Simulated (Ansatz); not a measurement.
Y

Input

```
crystal:
  lattice:
    - [1.8253862983, 1.0538872707, 8.7249510165]
    - [-1.8253862983, 1.0538872707, 8.7249510165]
    - [0.0, -2.1077745414, 8.7249510165]
  atoms:
    - { symbol: "Y", position: [0.0, 0.0, 0.0] }
    - { symbol: "Y", position: [0.22112445, 0.22112445, 0.22112445] }
    - { symbol: "Y", position: [0.77887555, 0.77887555, 0.77887555] }
basis:
  ecutwfc: 420
kpoints:
  mp_grid: { grid: [15, 15, 15] }
hamiltonian:
  xc: pbe
scf:
  occupations: { method: gaussian, width: 0.1 }
output:
  forces: true
  stress: true
  eigenvalues: true
  populations: true
  write_density: true
  write_potential: true
  elf: true
  volumetric_format: npy
```

Command:

```sh
ansatz run input.yaml --threads 1 --pin off --max-ram 2560MiB --backend cpu --events-out ev --progress --plain --runs-dir out
```

Below, planes, directions and counts refer to the conventional cell (a = 3.65 Å, b = 3.65 Å, c = 26.17 Å, α = 90.00°, β = 90.00°, γ = 120.00°).

Space group R-3m; a structure from a database of computed crystals, not necessarily the ambient phase; computed without spin polarisation.

Computed with Ansatz, DFT PBE, scalar-relativistic, plane waves, PAW.

> What can the converged valence pseudo-density and electron localisation function tell about the bonding?

Y–Y (3.55 Å): the density is about 0.1 e/Å³ at the midpoint; the ELF is about 0.20 at the midpoint (no localised pair shows between them).
Y–Y (3.62 Å): the density is about 0.09 e/Å³ at the midpoint; the ELF is about 0.20 at the midpoint: no shared electron pair shows on this line.
The ELF has a maximum of about 0.70 in the space between the atoms, on no atom or two-centre bond.

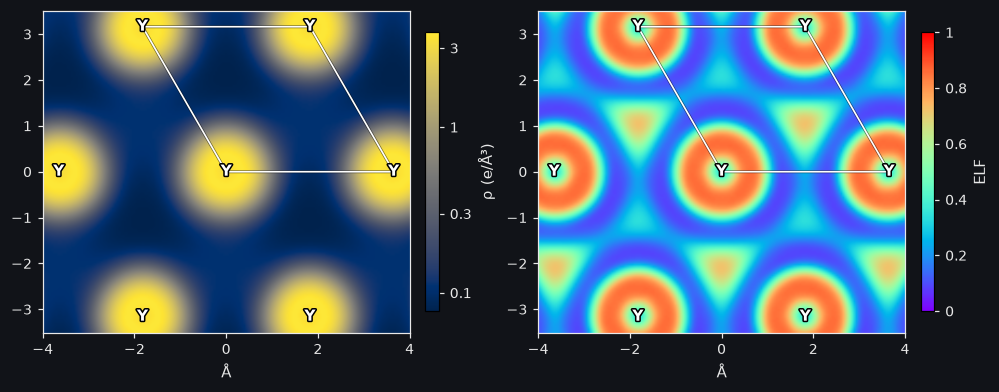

Computed valence pseudo-density and electron localisation function on the (001) plane of the conventional cell, in this order. 

The density is the valence pseudo-density of a PAW calculation; it isn't the true density close to the nuclei.
